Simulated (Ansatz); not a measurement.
**Si11O24 (cell charge −3, with a compensating background) (cell with a defect): density, localisation and related maps**

Input

```
crystal:
  lattice:
    - [2.5100214627, 4.3474847016, -5.5094746217]
    - [2.5100214627, 4.3474847016, 5.5094746217]
    - [7.5300643882, -4.3474847015, 0.0]
  atoms:
    - { symbol: Si, position: [0.0087042523, 0.0087042523, 0.5] }
    - { symbol: Si, position: [0.2614289221, 0.2614289221, 0.0] }
    - { symbol: Si, position: [0.5150398109, 0.5150398109, 0.5] }
    - { symbol: Si, position: [0.023490526, 0.7085868556, 0.2732547295] }
    - { symbol: Si, position: [0.2850764747, 0.9549419384, 0.7592661856] }
    - { symbol: Si, position: [0.5367471285, 0.2012590386, 0.262317308] }
    - { symbol: Si, position: [0.7897083917, 0.4488599809, 0.7628668209] }
    - { symbol: Si, position: [0.9549419384, 0.2850764747, 0.2407338144] }
    - { symbol: Si, position: [0.2012590386, 0.5367471285, 0.737682692] }
    - { symbol: Si, position: [0.4488599809, 0.7897083917, 0.2371331791] }
    - { symbol: Si, position: [0.7085868556, 0.023490526, 0.7267452705] }
    - { symbol: O, position: [0.7749767834, 0.5451548637, 0.9256971012], spin: 0.25 }
    - { symbol: O, position: [0.0338592281, 0.8028797791, 0.4475508913] }
    - { symbol: O, position: [0.2723755246, 0.0664641431, 0.9192482995] }
    - { symbol: O, position: [0.5168996158, 0.3201161057, 0.4166020827] }
    - { symbol: O, position: [0.2883414409, 0.4216260562, 0.8737321086] }
    - { symbol: O, position: [0.5374880926, 0.6771884828, 0.3769165572] }
    - { symbol: O, position: [0.8197826263, 0.9005968241, 0.8338207061], spin: 0.25 }
    - { symbol: O, position: [0.0523249907, 0.1617667547, 0.3659537547] }
    - { symbol: O, position: [0.9988286121, 0.4541025009, 0.6971201035] }
    - { symbol: O, position: [0.2360774884, 0.7134316021, 0.2184479478] }
    - { symbol: O, position: [0.4917788083, 0.9612566102, 0.6985059838] }
    - { symbol: O, position: [0.7464452793, 0.2106570385, 0.2108351437] }
    - { symbol: O, position: [0.0664641431, 0.2723755246, 0.0807517005] }
    - { symbol: O, position: [0.3201161057, 0.5168996158, 0.5833979173] }
    - { symbol: O, position: [0.5451548637, 0.7749767834, 0.0743028988], spin: 0.25 }
    - { symbol: O, position: [0.8028797791, 0.0338592281, 0.5524491087] }
    - { symbol: O, position: [0.9612566102, 0.4917788083, 0.3014940162] }
    - { symbol: O, position: [0.2106570385, 0.7464452793, 0.7891648563] }
    - { symbol: O, position: [0.4541025009, 0.9988286121, 0.3028798965] }
    - { symbol: O, position: [0.7134316021, 0.2360774884, 0.7815520522] }
    - { symbol: O, position: [0.9005968241, 0.8197826263, 0.1661792939], spin: 0.25 }
    - { symbol: O, position: [0.1617667547, 0.0523249907, 0.6340462453] }
    - { symbol: O, position: [0.4216260562, 0.2883414409, 0.1262678914] }
    - { symbol: O, position: [0.6771884828, 0.5374880926, 0.6230834428] }
  host:
    lattice:
      - [5.0200429255, 0.0, 0.0]
      - [-2.5100214628, 4.3474847015, 0.0]
      - [0.0, 0.0, 5.5094746217]
    atoms:
      - { symbol: Si, position: [0.5234748573, 0.5234748573, 0.0] }
      - { symbol: Si, position: [0.0, 0.4765251427, 0.6666666667] }
      - { symbol: Si, position: [0.4765251427, 0.0, 0.3333333333] }
      - { symbol: O, position: [0.2557642082, 0.4144596219, 0.7945742551] }
      - { symbol: O, position: [0.5855403781, 0.8413045863, 0.1279075884] }
      - { symbol: O, position: [0.1586954137, 0.7442357918, 0.4612409217] }
      - { symbol: O, position: [0.4144596219, 0.2557642082, 0.2054257449] }
      - { symbol: O, position: [0.7442357918, 0.1586954137, 0.5387590783] }
      - { symbol: O, position: [0.8413045863, 0.5855403781, 0.8720924116] }
total_charge: -3
basis:
  ecutwfc: 420
  xc_grid: 2
kpoints:
  mp_grid: { grid: [2, 2, 2], shift: [0.5, 0.5, 0.5] }
hamiltonian:
  xc: pbe
scf:
  occupations: { method: gaussian, width: 0.01 }
output:
  forces: true
  stress: false
  eigenvalues: true
  populations: true
  charged_corrections:
    defect_position: [0.76173743, 0.76173743, 0.0]
    epsilon: [[4.5605, 0.0, 0.0], [0.0, 4.5605, 0.0], [0.0, 0.0, 4.7897]]
  write_density: true
  write_potential: true
  elf: true
  volumetric_format: npy
magnetization:
  spin_polarized: true
relax:
  adjacent_minimum: "off"
  f_tol: 0.025
  max_steps: 45
```

Run with:

```sh
ansatz run input.yaml --threads 4 --pin off --max-ram 10240MiB --backend cpu --events-out ev --progress --plain --runs-dir out
```

The fields are those of the run's last geometry, not of the input's.

Spin-polarised.

These are results of DFT PBE, scalar-relativistic, plane waves, PAW (Ansatz 0.2.0), not measurements.

The density is the valence pseudo-density of a PAW calculation; it isn't the true density close to the nuclei.

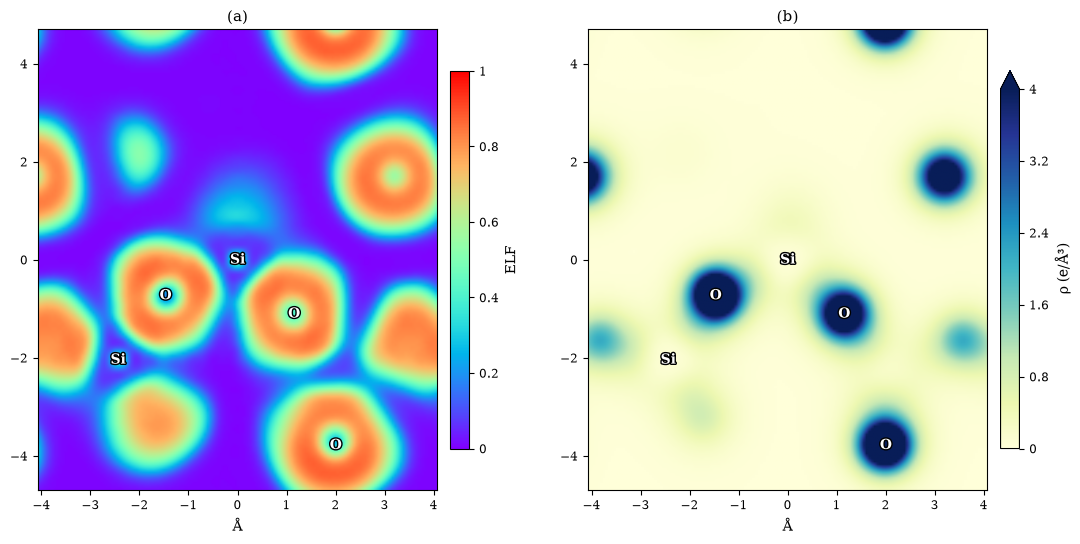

Figure 1. (a) electron localisation function; (b) valence electron density on the (100) plane of the calculation cell.

Read the bonding off the picture.

Answer. The section cuts through Si and O sites.
Atoms just off the plane (Si, 0.6 Å away and O, 0.3 Å away) can leave unmarked features too.
Si–O (1.62 Å): ρ at the midpoint is about 1.3 e/Å³; the ELF peaks at about 0.85 between the atoms; a polar covalent bond.
Between the atoms the lowest density in this plane is 0.005 e/Å³.
The ELF also peaks beside O, away from the bonds: lone-pair regions.

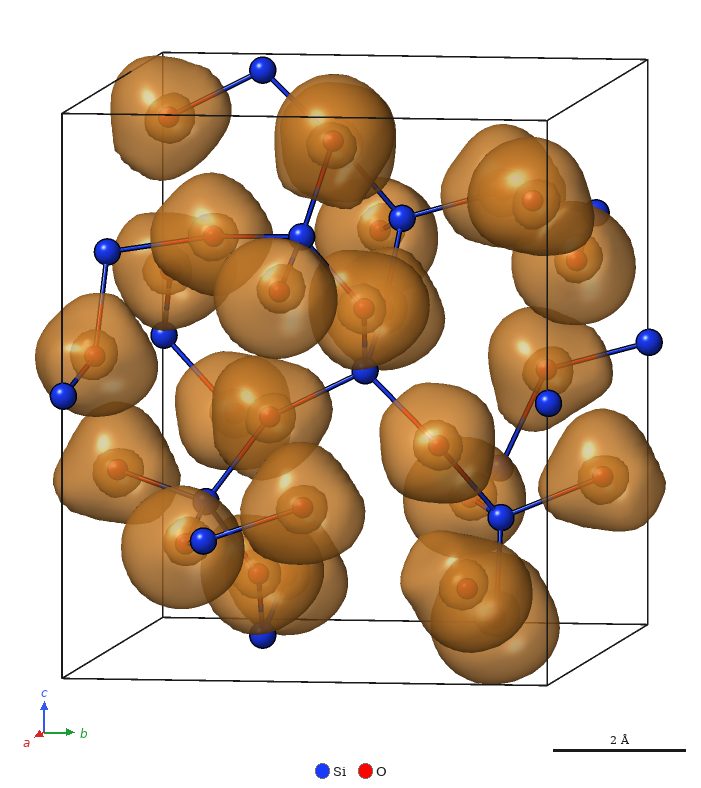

Figure 2. Isosurface of the electron localisation function at 0.7 (orange), seen slightly off an axis. Only the valence region is drawn (cores and ρ < 0.01 e/Å³ removed). Sticks mark near contacts.

Identify the bonds, lone pairs and shells in this picture.

Answer. At this value the surface marks out 24 regions on O in which the atom's valence shell and bonds are merged, counted in one cell of 35 atoms. Any copies at cell faces, edges or corners count once. Along the contacts the grid gives the following. Si–O (1.56 Å): the ELF peaks at about 0.85 between the atoms; a short, strongly polar bond.
